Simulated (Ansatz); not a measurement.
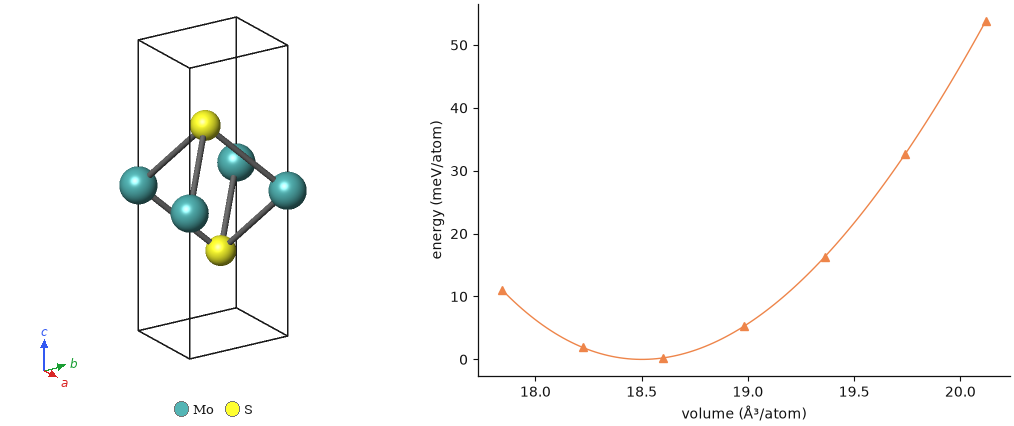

The plot gives the computed energy against volume for MoS₂, space group P-3m1 (No. 164). The conventional cell is drawn beside the plot.

Starting cell:
```
CELL_PARAMETERS angstrom
3.22746 0.00000 0.00000
-1.61373 2.79507 0.00000
0.00000 0.00000 6.31247
ATOMIC_POSITIONS crystal
Mo 0.00000 0.00000 0.50000
S 0.66667 0.33333 0.74468
S 0.33333 0.66667 0.25532
```

How it was computed, with Ansatz 0.2.0: all-electron LAPW DFT, no spin polarisation; energies at scaled volumes of the given cell, shape and fractions fixed, counted from the fit's minimum, third-order Birch-Murnaghan fit. Level: PBEsol.

```json
{"setting": "k mesh", "value": "9×9×4"}
{"setting": "occupations", "value": "Fermi–Dirac"}
{"setting": "smearing width", "value": "0.05 eV"}
{"setting": "potentials", "value": "all electron LAPW, scalar relativistic"}
{"setting": "program settings", "value": "basis error eV/atom 0.001"}
```

From this curve and the settings, what does the calculation give for the pressure at the same points?

The pressure falls from 5.57 GPa at volume 17.84 Å³/atom to −9.88 GPa at 20.12 Å³/atom, and changes sign near 18.51 Å³/atom.

| volume (Å³/atom) | pressure (GPa) |
| --- | --- |
| 17.84 | 5.57 |
| 18.22 | 2.23 |
| 18.60 | −0.76 |
| 18.98 | −3.43 |
| 19.36 | −5.82 |
| 19.74 | −7.96 |
| 20.12 | −9.88 |

Keep in mind: shape and atomic fractions are frozen while scaling, which makes layered, chain and framework solids too stiff.
